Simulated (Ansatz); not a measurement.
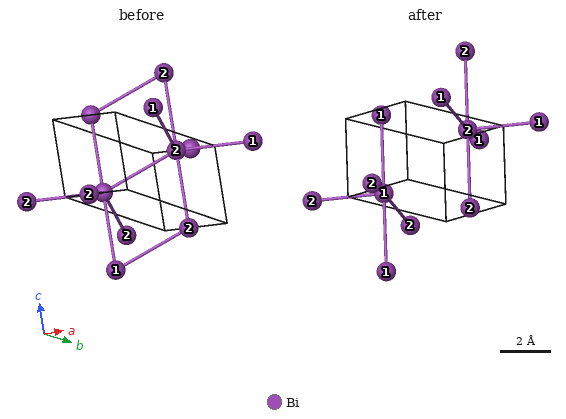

The structure of crystalline Bi (set up in C2/m) before (left) and after (right) a relaxation, at one scale.

Style: ball-and-stick. Shown: the cell of the calculation, from a free direction.

Method: DFT r2SCAN, scalar-relativistic, plane waves, PAW in Ansatz.

Input
```yaml
crystal:
  lattice:
    - [3.488598, -3.132578, 0.0]
    - [3.488598, 3.132578, 0.0]
    - [-1.260235, 0.0, 3.11355]
  atoms:
    - { symbol: Bi, position: [0.246939, 0.246939, 0.142618] }
    - { symbol: Bi, position: [0.753061, 0.753061, 0.857382] }
basis:
  ecutwfc: 500
kpoints:
  mp_grid: { grid: [10, 10, 14] }
hamiltonian:
  xc: r2scan
scf:
  occupations: { method: gaussian, width: 0.1 }
output:
  forces: true
  stress: true
  eigenvalues: true
relax:
  adjacent_minimum: "off"
  f_tol: 0.005
  max_steps: 80
  cell: { stress_tol: 0.05 }
```

Summarise the run.

The run was cut off at its time limit before the relaxation converged, so the last structure is only a point on the way. The largest moves relative to the cell, 0.26 Å, are those of Bi1 and Bi2. Bi1 goes roughly along [−1 −1 −3]. Cell: a = b 4.689 → 4.623 Å (−1.4 %), c 3.359 → 3.321 Å (−1.1 %), α 106.2° → 96.0°, β 106.2° → 96.0°, γ 83.8° → 87.8°. Volume +3.1 %. Some distances before and after: Bi1–Bi2 3.446 → 4.287 Å, Bi1–Bi2 (another image) 3.212 → 3.001 Å, Bi1–Bi1 3.359 → 3.321 Å, Bi1–Bi2 (another image) 3.281 → 3.258 Å. Among the angles between lasting bonds that change: Bi2–Bi1–Bi2 145.4° → 159.5°, Bi1–Bi1–Bi2 72.7° → 81.2°, Bi1–Bi1–Bi2 107.3° → 98.8°. The space group stays C2/m (No. 12). Over 7 geometry steps the energy falls by 10.5 meV per atom. The largest force component goes from 0.11 to 0.015 eV/Å. The pressure goes from −0.85 to 0.09 GPa.
